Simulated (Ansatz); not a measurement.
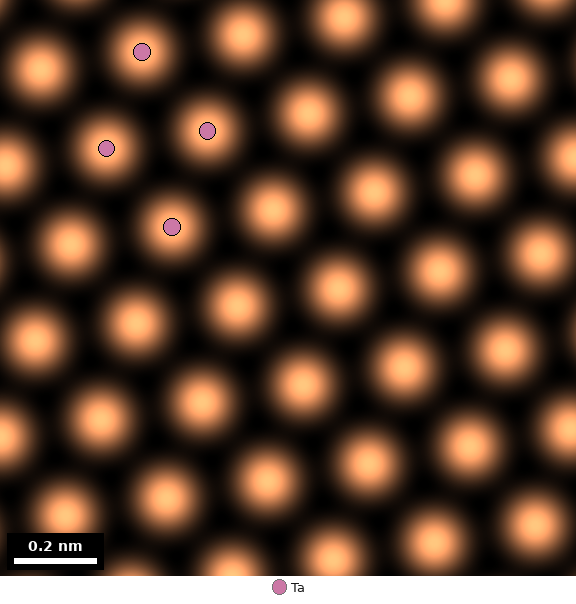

Integrated-DPC-like image of Ta (Fd-3m, No. 227) along [111]. Simulated as the projected potential of neutral atoms (B = 0.5 Å²) blurred by a 1.08 Å probe, the thin-sample limit of integrated differential phase contrast. Atomic positions: coordinates from a relaxation with Ansatz, DFT, PBE, plane waves (420 eV) with PAW, scalar-relativistic; the starting structure was generated, so it need not be a known form of this composition.

Coloured dots in one corner mark the columns of the model.

**What can be read from this image?**

The columns repeat on a hexagonal net with a repeat of 2.49 Å (plane group p6mm). All columns are alike (Ta). The shortest distance between visible columns is 2.49 Å in projection. Along the beam the structure repeats every 10.58 Å.
